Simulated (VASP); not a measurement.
# Band-structure run of AgBr

System: AgBr (Fm-3m, 2 atoms in the cell).
Method: Kohn-Sham DFT of a periodic cell, LDA, VASP PAW LDA potentials, recommended, no spin polarisation (VASP 6.6.1).

The structure derives from a Materials Project entry.

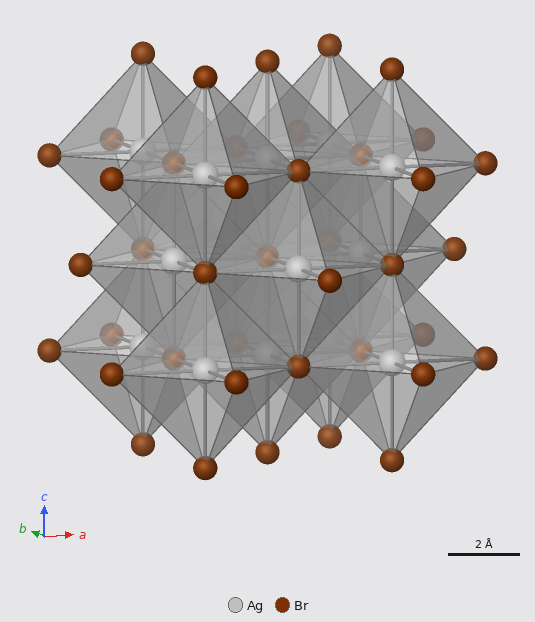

Figure 1. The input geometry (polyhedral view of the cell 4 times as large as that of the calculation, set on its symmetry axes, seen slightly off an axis; polyhedra are completed across the faces of the cell).

## Summary

```tsv
quantity	value
outcome	converged
space group (tolerance 0.01 Å)	Fm-3m (225)
electrons treated	18
free energy	−6.3799 eV
Fermi energy of the self-consistent step	4.710 eV
gap on the k-point mesh	0.39 eV
gap on the band path	0.39 eV
pressure	0.21 GPa
largest force (length of the vector)	under 0.001 eV/Å
hardware	1 thread of Intel Xeon (Granite Rapids), 64 GiB of memory available, shared host
wall time	5.2 s
peak memory	0.12 GiB
```

## INCAR
```
SYSTEM = AgBr
ALGO     = Normal         ! electronic algorithm
EDIFF    = 1E-7           ! SCF threshold, eV
ENCUT    = 300            ! plane-wave cutoff, eV
ISIF     = 2              ! what is computed and relaxed
ISMEAR   = 0              ! smearing method
LASPH    = .True.         ! aspherical terms in the spheres
LCHARG   = .False.        ! write CHGCAR
LMAXMIX  = 4              ! l up to which the mixer works
LREAL    = .False.        ! projectors in reciprocal space
LWAVE    = .False.        ! write WAVECAR
NELM     = 100            ! most SCF steps
PREC     = Accurate       ! precision mode
SIGMA    = 0.02           ! smearing width, eV
```

## KPOINTS
```
k-points
0
Gamma
  4 4 4
  0 0 0
```

## KPOINTS_OPT
```
path GXWKGLUWLK,UX
10
line-mode
reciprocal
 0.0000000000  0.0000000000  0.0000000000  G
 0.5000000000  0.0000000000  0.5000000000  X

 0.5000000000  0.0000000000  0.5000000000  X
 0.5000000000  0.2500000000  0.7500000000  W

 0.5000000000  0.2500000000  0.7500000000  W
 0.3750000000  0.3750000000  0.7500000000  K

 0.3750000000  0.3750000000  0.7500000000  K
 0.0000000000  0.0000000000  0.0000000000  G

 0.0000000000  0.0000000000  0.0000000000  G
 0.5000000000  0.5000000000  0.5000000000  L

 0.5000000000  0.5000000000  0.5000000000  L
 0.6250000000  0.2500000000  0.6250000000  U

 0.6250000000  0.2500000000  0.6250000000  U
 0.5000000000  0.2500000000  0.7500000000  W

 0.5000000000  0.2500000000  0.7500000000  W
 0.5000000000  0.5000000000  0.5000000000  L

 0.5000000000  0.5000000000  0.5000000000  L
 0.3750000000  0.3750000000  0.7500000000  K

 0.6250000000  0.2500000000  0.6250000000  U
 0.5000000000  0.0000000000  0.5000000000  X
```

## POSCAR
```
AgBr                                    
1.0
   -0.0000000000      2.7945315189      2.7945315189
    2.7945315189      0.0000000000      2.7945315189
    2.7945315189      2.7945315189     -0.0000000000
  Ag              Br            
     1     1
Direct
     0.0000000000000000    0.0000000000000000    0.0000000000000000
     0.5000000000000000    0.5000000000000000    0.5000000000000000
```

Launch command:
```bash
cat potpaw_LDA.64/Ag/POTCAR potpaw_LDA.64/Br/POTCAR > POTCAR
mpirun -np 1 vasp_std > vasp.out
```

## OSZICAR
```
N       E                     dE             d eps       ncg     rms          rms(c)
DAV:   1     0.573882202564E+02    0.57388E+02   -0.64528E+03   248   0.783E+02
DAV:   2    -0.479427577638E+01   -0.62182E+02   -0.56273E+02   258   0.186E+02
DAV:   3    -0.648968883518E+01   -0.16954E+01   -0.16932E+01   228   0.325E+01
DAV:   4    -0.649769897859E+01   -0.80101E-02   -0.80099E-02   238   0.249E+00
DAV:   5    -0.649776807804E+01   -0.69099E-04   -0.69099E-04   228   0.231E-01    0.787E+00
DAV:   6    -0.638869031637E+01    0.10908E+00   -0.26841E-01   213   0.759E+00    0.524E+00
DAV:   7    -0.638133160645E+01    0.73587E-02   -0.48454E-02   208   0.175E+00    0.176E+00
DAV:   8    -0.638004302102E+01    0.12886E-02   -0.29776E-03   223   0.635E-01    0.236E-01
DAV:   9    -0.637992161501E+01    0.12141E-03   -0.47737E-04   213   0.235E-01    0.401E-02
DAV:  10    -0.637992153097E+01    0.84042E-07   -0.11187E-05   223   0.471E-02    0.133E-02
[... 97 further cycles ...]
DAV:   7    -0.259279313972E+01   -0.18556E-06      247
DAV:   8    -0.259279314444E+01   -0.47282E-08      189
       N       E                     dE             ncg
DAV:   1     0.232532003779E+04   -0.17353E+04      112
DAV:   2     0.206001965717E+04   -0.26530E+03      124
DAV:   3     0.205349009837E+04   -0.65296E+01      139
DAV:   4     0.205344622985E+04   -0.43869E-01      109
DAV:   5     0.205344574269E+04   -0.48715E-03      144
DAV:   6     0.205344573446E+04   -0.82376E-05      129
DAV:   7     0.205344573429E+04   -0.16451E-06      139
DAV:   8     0.205344573429E+04   -0.31878E-08      107
```

## Parts of OUTCAR
```
SYSTEM = AgBr
   EDIFF = 1E-7
   ENCUT = 300
   ISIF = 2
   ISMEAR = 0
   LASPH = .True.
   LREAL = .False.
   NELM = 100
   PREC = Accurate

 ion  position               nearest neighbor table
   1  0.000  0.000  0.000-   2 2.79   2 2.79   2 2.79   2 2.79   2 2.79   2 2.79
   2  0.500  0.500  0.500-   1 2.79   1 2.79   1 2.79   1 2.79   1 2.79   1 2.79

  LATTYP: Found a face centered cubic cell.
 ALAT       =     5.5890630378

  Lattice vectors:

 A1 = (   0.0000000000,   2.7945315189,   2.7945315189)
 A2 = (   2.7945315189,   0.0000000000,   2.7945315189)
 A3 = (   2.7945315189,   2.7945315189,   0.0000000000)

Analysis of symmetry for initial positions (statically):
=====================================================================
 Subroutine PRICEL returns:
 Original cell was already a primitive cell.

 Routine SETGRP: Setting up the symmetry group for a
 face centered cubic supercell.

 Subroutine GETGRP returns: Found 48 space group operations
 (whereof 48 operations were pure point group operations)
 out of a pool of 48 trial point group operations.

The static configuration has the point symmetry O_h .

Analysis of symmetry for dynamics (positions and initial velocities):
=====================================================================
 Subroutine PRICEL returns:
 Original cell was already a primitive cell.

 Routine SETGRP: Setting up the symmetry group for a
 face centered cubic supercell.

 Subroutine GETGRP returns: Found 48 space group operations
 (whereof 48 operations were pure point group operations)
 out of a pool of 48 trial point group operations.

The dynamic configuration has the point symmetry O_h .

 Subroutine INISYM returns: Found 48 space group operations
 (whereof 48 operations are pure point group operations),
 and found     1 'primitive' translations

----------------------------------------------------------------------------------------

                                     Primitive cell

  volume of cell :      43.6473

  direct lattice vectors                    reciprocal lattice vectors
     0.000000000  2.794531519  2.794531519    -0.178920866  0.178920866  0.178920866
     2.794531519  0.000000000  2.794531519     0.178920866 -0.178920866  0.178920866
     2.794531519  2.794531519  0.000000000     0.178920866  0.178920866 -0.178920866

  length of vectors
     3.952064375  3.952064375  3.952064375     0.309900031  0.309900031  0.309900031

  position of ions in fractional coordinates (direct lattice)
     0.000000000  0.000000000  0.000000000
     0.500000000  0.500000000  0.500000000

  ion indices of the primitive-cell ions
   primitive index   ion index
                 1           1
                 2           2

----------------------------------------------------------------------------------------

 KPOINTS: k-points

Automatic generation of k-mesh.
 Grid dimensions read from file:
 generate k-points for:    4    4    4

 Generating k-lattice:

  Cartesian coordinates                     Fractional coordinates (reciprocal lattice)
    -0.044730217  0.044730217  0.044730217     0.250000000  0.000000000  0.000000000
     0.044730217 -0.044730217  0.044730217     0.000000000  0.250000000  0.000000000
     0.044730217  0.044730217 -0.044730217     0.000000000  0.000000000  0.250000000

  Length of vectors
     0.077475008  0.077475008  0.077475008

  Shift w.r.t. Gamma in fractional coordinates (k-lattice)
     0.000000000  0.000000000  0.000000000

 Subroutine IBZKPT returns following result:
 ===========================================

 Found      8 irreducible k-points:

 Following reciprocal coordinates:
            Coordinates               Weight
  0.000000  0.000000  0.000000      1.000000
  0.250000  0.000000  0.000000      8.000000
  0.500000  0.000000  0.000000      4.000000
  0.250000  0.250000  0.000000      6.000000
  0.500000  0.250000  0.000000     24.000000
 -0.250000  0.250000  0.000000     12.000000
  0.500000  0.500000  0.000000      3.000000
 -0.250000  0.500000  0.250000      6.000000
   k-points           NKPTS =      8   k-points in BZ     NKDIM =      8   number of bands    NBANDS=     13
   number of dos      NEDOS =    301   number of ions     NIONS =      2
   total plane-waves  NPLWV =  13824
   dimension x,y,z NGX =    24 NGY =   24 NGZ =   24
   dimension x,y,z NGXF=    48 NGYF=   48 NGZF=   48
   ions per type =               1   1
   NGX,Y,Z   is equivalent  to a cutoff of  10.10, 10.10, 10.10 a.u.
   NGXF,Y,Z  is equivalent  to a cutoff of  20.19, 20.19, 20.19 a.u.
 SYSTEM =  AgBr
   PREC   = accura    normal or accurate (medium, high low for compatibility)
   ISTART =      0    job   : 0-new  1-cont  2-samecut
   ICHARG =      2    charge: 1-file 2-atom 10-const
   ISPIN  =      1    spin polarized calculation?
   LNONCOLLINEAR =      F non collinear calculations
   LSORBIT =      F    spin-orbit coupling
   LASPH  =      T    aspherical Exc in radial PAW
   ENCUT  =  300.0 eV  22.05 Ry    4.70 a.u.   5.58  5.58  5.58*2*pi/ulx,y,z
   NELM   =    100;   NELMIN=  2; NELMDL= -5     # of ELM steps
   EDIFF  = 0.1E-06   stopping-criterion for ELM
   LREAL  =      F    real-space projection
   EDIFFG = 0.1E-05   stopping-criterion for IOM
   NSW    =      0    number of steps for IOM
   IBRION =     -1    ionic relax: 0-MD 1-quasi-New 2-CG
   NFREE  =      0    steps in history (QN), initial steepest desc. (CG)
   ISIF   =      2    stress and relaxation
   ISYM   =      2    0-nonsym 1-usesym 2-fastsym
   POTIM  = 0.5000    time-step for ionic-motion
   TEBEG  =    0.0;   TEEND  =   0.0 temperature during run
   PSTRESS=    0.0 pullay stress
   NELECT =      18.0000    total number of electrons
   NUPDOWN=      -1.0000    fix difference up-down
   EMIN   =  10.00;   EMAX   =-10.00  energy-range for DOS
   EFERMI =   0.00;   METHOD = LEGACY
   ISMEAR =     0;   SIGMA  =   0.02  broadening in eV -4-tet -1-fermi 0-gaus
   EFERMI_NEDOS =   21; number of points for ismear=-14 and -15
   IALGO  =     38    algorithm
   IMIX   =      4    mixing-type and parameters
     AMIX     =   0.40;   BMIX     =  1.00
     AMIX_MAG =   1.60;   BMIX_MAG =  1.00
  volume/ion in A,a.u.               =      21.82       147.27
  Fermi-wavevector in a.u.,A,eV,Ry     =   1.218559  2.302743 20.203110  1.484887
  Thomas-Fermi vector in A             =   2.353842
   LORBIT       =      0    0 simple, 1 ext, 2 COOP (PROOUT), +10 PAW based schemes
   GGA     = CA    functional components
   LHFCALC =     F    Hartree Fock is set to
   AEXX    =    0.0000 exact exchange contribution
   IVDW    =     0    specifies the selected vdW correction
   LEPSILON=     F    determine dielectric tensor
   LRPA    =     F    only Hartree local field effects (RPA)
 non-spin polarized calculation
 Gauss-broadening in eV      SIGMA  =   0.02
  energy-cutoff  :      300.00
  volume of cell :       43.65
 maximum number of plane-waves:       531
 NGX is ok and might be reduce to    24
   NGX = 11   NGY = 11   NGZ = 11

 number of electron      17.9999991 magnetization

 Free energy of the ion-electron system (eV)
  ---------------------------------------------------
  ext. energy  EPLUGINS =         0.00000000
  ---------------------------------------------------
  free energy    TOTEN  =        -6.37992267 eV

  energy without entropy =       -6.37992267  energy(sigma->0) =       -6.37992267

 E-fermi :   4.7099     XC(G=0): -10.6671     alpha+bet :-10.2078

 val. band max:        4.5689302082   @ k =   0.5000   0.0000   0.0000
 cond. band min:       4.9632862373   @ k =   0.0000   0.0000   0.0000
 fundamental gap:      0.3943560291
 Fermi energy:         4.7098884266

 k-point     1 :       0.0000    0.0000    0.0000
  band No.  band energies     occupation
      1     -11.0774      2.00000
      2       1.3113      2.00000
      3       1.3113      2.00000
      4       1.3113      2.00000
      5       1.3161      2.00000
      6       1.3161      2.00000
      7       2.3394      2.00000
      8       2.3394      2.00000
      9       2.3394      2.00000
     10       4.9633      0.00000
     11      14.3721      0.00000
     12      14.3721      0.00000
     13      14.3721      0.00000

 k-point     2 :       0.2500    0.0000    0.0000
  band No.  band energies     occupation
      1     -10.8034      2.00000
      2      -0.2239      2.00000
      3       0.3032      2.00000
      4       0.3032      2.00000
      5       1.4985      2.00000
      6       1.4985      2.00000
      7       1.8859      2.00000
      8       3.6625      2.00000
      9       3.6625      2.00000
     10       7.3179      0.00000
     11      11.5262      0.00000
     12      12.5808      0.00000
     13      12.5808      0.00000

 k-point     3 :       0.5000    0.0000    0.0000
  band No.  band energies     occupation
      1     -10.4945      2.00000
      2      -1.5024      2.00000
      3      -0.2139      2.00000
      4      -0.2139      2.00000
      5       1.6977      2.00000
      6       1.6977      2.00000
      7       2.0883      2.00000
      8       4.5689      2.00000
      9       4.5689      2.00000
     10       7.8162      0.00000
     11      10.9629      0.00000
     12      10.9629      0.00000
     13      11.4605      0.00000

 k-point     4 :       0.2500    0.2500    0.0000
  band No.  band energies     occupation
      1     -10.7472      2.00000
      2      -0.5552      2.00000
      3       1.0365      2.00000
      4       1.0365      2.00000
      5       1.1324      2.00000
      6       1.4147      2.00000
      7       2.4240      2.00000
      8       2.4240      2.00000
      9       2.6424      2.00000
     10       7.8146      0.00000
     11      11.0310      0.00000
     12      12.0967      0.00000
     13      13.9230      0.00000

 k-point     5 :       0.5000    0.2500    0.0000
  band No.  band energies     occupation
      1     -10.4826      2.00000
      2      -0.8014      2.00000
      3      -0.0709      2.00000
      4       0.1900      2.00000
      5       1.4825      2.00000
      6       1.7476      2.00000
      7       2.0041      2.00000
      8       3.0744      2.00000
      9       3.2709      2.00000
     10       7.7140      0.00000
     11      10.5946      0.00000
     12      12.4069      0.00000
     13      13.0692      0.00000

 k-point     6 :      -0.2500    0.2500    0.0000
  band No.  band energies     occupation
      1     -10.5436      2.00000
      2      -0.9502      2.00000
      3      -0.1295      2.00000
      4       0.2326      2.00000
      5       1.5924      2.00000
      6       1.6864      2.00000
      7       2.2320      2.00000
      8       2.4026      2.00000
      9       4.4433      2.00000
     10       9.3073      0.00000
     11       9.7342      0.00000
     12      11.7006      0.00000
     13      11.8584      0.00000

 k-point     7 :       0.5000    0.5000    0.0000
  band No.  band energies     occupation
      1     -10.4679      2.00000
      2      -0.4018      2.00000
      3       0.9572      2.00000
      4       1.2772      2.00000
      5       1.2772      2.00000
      6       1.5152      2.00000
      7       1.8269      2.00000
      8       1.8269      2.00000
      9       1.9911      2.00000
     10       5.7309      0.00000
     11      11.3416      0.00000
     12      13.7417      0.00000
     13      15.7508      0.00000

 k-point     8 :      -0.2500    0.5000    0.2500
  band No.  band energies     occupation
      1     -10.4226      2.00000
      2      -0.2575      2.00000
      3      -0.0306      2.00000
      4      -0.0306      2.00000
      5       1.8273      2.00000
      6       1.8706      2.00000
      7       1.9231      2.00000
      8       1.9231      2.00000
      9       2.7041      2.00000
     10       8.2999      0.00000
     11      11.4866      0.00000
     12      12.0719      0.00000
     13      12.0719      0.00000

------------------------ aborting loop because EDIFF is reached ----------------------------------------

  FORCE on cell =-STRESS in cart. coord.  units (eV):
  Direction    XX          YY          ZZ          XY          YZ          ZX
  --------------------------------------------------------------------------------------
  -------------------------------------------------------------------------------------
  Total        0.0585092      0.0585092      0.0585092      0.0000000      0.0000000     -0.0000000
  in kB        2.1477190      2.1477190      2.1477190      0.0000000      0.0000000     -0.0000000
  external PRESSURE =       2.1477190 kB  Pullay stress =       0.0000000 kB

 VOLUME and BASIS-vectors are now :
 -----------------------------------------------------------------------------
  energy-cutoff  :      300.00
  volume of cell :       43.65
      direct lattice vectors                 reciprocal lattice vectors
     0.000000000  2.794531519  2.794531519    -0.178920866  0.178920866  0.178920866
     2.794531519  0.000000000  2.794531519     0.178920866 -0.178920866  0.178920866
     2.794531519  2.794531519  0.000000000     0.178920866  0.178920866 -0.178920866

 POSITION                                       TOTAL-FORCE (eV/Angst)
 -----------------------------------------------------------------------------------
      0.00000      0.00000      0.00000        -0.000000      0.000000     -0.000000
      2.79453      2.79453      2.79453         0.000000     -0.000000      0.000000
 -----------------------------------------------------------------------------------
    total drift:                                0.000000     -0.000000     -0.000000

  FREE ENERGIE OF THE ION-ELECTRON SYSTEM (eV)
  ---------------------------------------------------
  free  energy   TOTEN  =        -6.3799226731 eV

  energy  without entropy=       -6.3799226731  energy(sigma->0) =       -6.37992267
```

## CONTCAR
```
AgBr
   1.00000000000000
     0.0000000000000000    2.7945315189000000    2.7945315189000000
     2.7945315189000000    0.0000000000000000    2.7945315189000000
     2.7945315189000000    2.7945315189000000    0.0000000000000000
  Ag              Br
     1     1
Direct
     0.0000000000000000    0.0000000000000000    0.0000000000000000
     0.5000000000000000    0.5000000000000000    0.5000000000000000

  0.00000000E+00  0.00000000E+00  0.00000000E+00
  0.00000000E+00  0.00000000E+00  0.00000000E+00
```
